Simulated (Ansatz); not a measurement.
**AlN: density, localisation and related maps**

The calculation's input:

```
crystal:
  lattice:
    - [-3.3134793387, 0.0, 0.0]
    - [0.0, 0.0, -4.18759024]
    - [0.0, -5.7391145645, 0.0]
  atoms:
    - { symbol: Al, position: [0.5555307522, 0.2346278035, 0.1666666667] }
    - { symbol: Al, position: [-0.0555307522, 0.2346278035, 0.6666666667] }
    - { symbol: Al, position: [0.0555307522, 0.7346278035, 0.3333333333] }
    - { symbol: Al, position: [0.4444692478, 0.7346278035, 0.8333333333] }
    - { symbol: "N", position: [0.5535041009, 0.7796113022, 0.1666666667] }
    - { symbol: "N", position: [-0.0535041009, 0.7796113022, 0.6666666667] }
    - { symbol: "N", position: [0.0535041009, 0.2796113022, 0.3333333333] }
    - { symbol: "N", position: [0.4464958991, 0.2796113022, 0.8333333333] }
basis:
  ecutwfc: 520.0
kpoints:
  mp_grid: { grid: [8, 6, 4] }
hamiltonian:
  xc: pbe
  pseudopotentials: { kind: paw, azcp: { folder: soft_1 } }
scf:
  occupations: { method: gaussian, width: 0.05 }
output:
  forces: true
  stress: true
  eigenvalues: true
  write_density: true
  write_potential: true
  elf: true
  volumetric_format: npy
```

Run with:

```sh
ansatz run input.yaml --threads 2 --pin off --max-ram 4096MiB --backend cpu --events-out ev --progress --plain --runs-dir out
```

Below, planes, directions and counts refer to the conventional cell (a = 5.74 Å, b = 3.31 Å, c = 4.19 Å, α = 90.00°, β = 90.00°, γ = 90.00°).

Space group Pna2₁; a point of a scan over the structure, not its minimum; a structure from a database of computed crystals, not necessarily the ambient phase; not relaxed (largest force 0.9 eV/Å); PAW files of the earlier set (soft_1).

Theory: Ansatz 0.2.0, DFT PBE, scalar-relativistic, plane waves, PAW.

In a PAW calculation such maps are meaningful between the atoms, not at the nuclei.

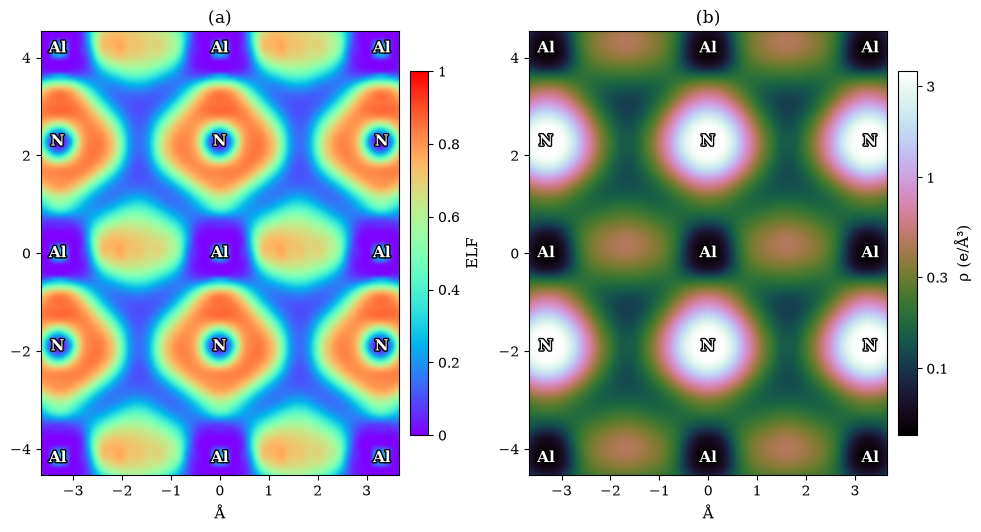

Figure 1. (a) ELF; (b) valence electron density on the (100) plane of the conventional cell.

### What do the fields say about this system?

- Atoms in the plane: Al and N.
- Al–N (1.91 Å): ρ is about 0.66 e/Å³ halfway; the ELF peaks at about 0.85 in the valence shell of N, 0.6 Å from its nucleus, and is about 0.85 at the midpoint.
- Between the atoms the lowest density in this plane is 0.11 e/Å³.

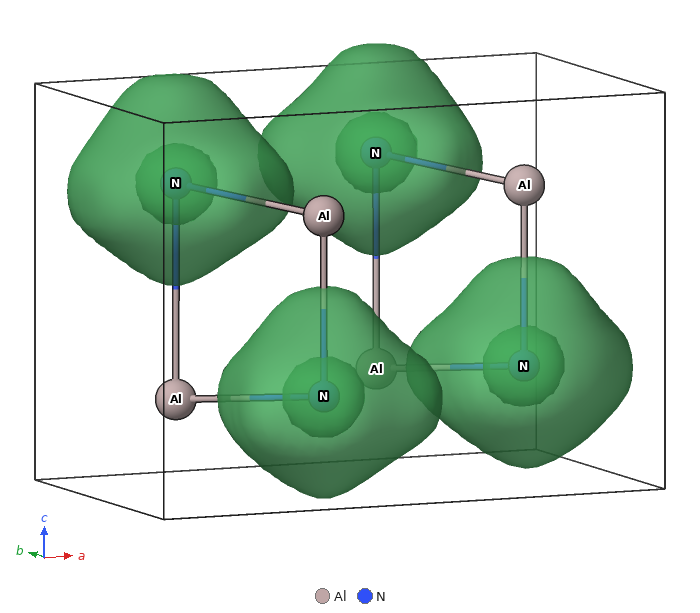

Figure 2. Isosurface of the ELF at 0.65 (green), seen slightly off an axis. Core shells and regions of very low density are left out. Sticks mark near contacts.

### Where are the electrons localised?

The surface consists of four regions on N in which the atom's valence shell and bonds are merged, counted in one cell of 8 atoms. Regions shared between cells count once. Profiles from the grid: Al–N (1.96 Å): the ELF peaks at about 0.85 in the valence shell of N, 0.8 Å from its nucleus, and is about 0.85 at the midpoint.

### Does the calculation give a band gap?

It is gapped, with a Kohn–Sham gap of 3.3 eV on the k-point mesh (the band edges may lie off the mesh, which would make the gap smaller).
